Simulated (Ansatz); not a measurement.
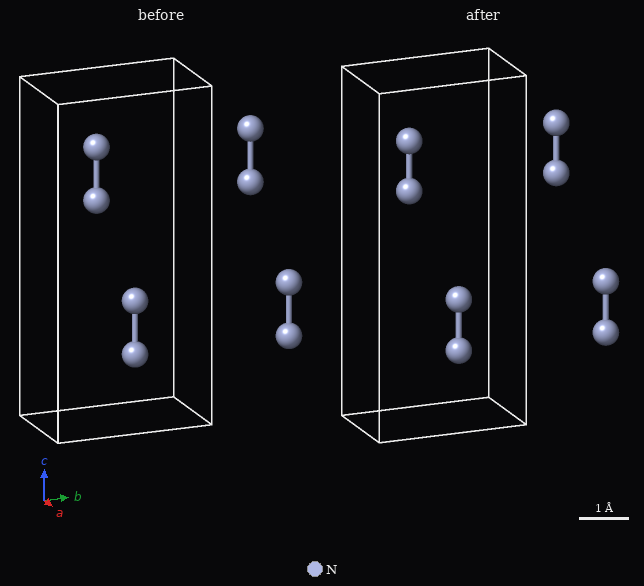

Left: a symmetric starting cell of N. Right: the same structure after one change, at the same scale. A ball-and-stick model of the cell of the calculation, repeated 1 × 2 × 1 with one cell outlined, seen slightly off an axis.

All numbers below come from DFT PBEsol, scalar-relativistic, plane waves, PAW (Ansatz). Set-up: plane-wave cutoff 420 eV; k-point mesh 6 × 6 × 4; occupations gaussian; smearing width 0.02 eV; no spin polarisation.

### What was changed?

The cell is strained by +3.0 % along c, −1.8 % along a, −4.2 % along [1 2 0] (volume −3.0 %) and atoms are displaced by up to 0.15 Å (root mean square over those that move 0.14 Å) relative to the cell. No relaxation follows. The starting cell wasn't computed here and needn't be at equilibrium, so pressure and forces aren't due to the change alone.

### What does the change do?

Among the bonded contacts that change: N–N 1.106 → 1.037 to 1.058 Å. The space group (tolerance 0.01 Å) goes from P6_3/mmc (No. 194) to Amm2 (No. 38). The pressure is 10.2 GPa (not all of it need come from the change, since the unchanged cell can be under pressure at this level too). The principal stresses (compression positive) are 30.3 GPa along c, 0.3 GPa along [1 2 0], 0.1 GPa along a. The largest forces, 11 eV/Å, act on 2 N atoms of the calculation's cell. The forces point partly back along the displacements (cosine −0.32).
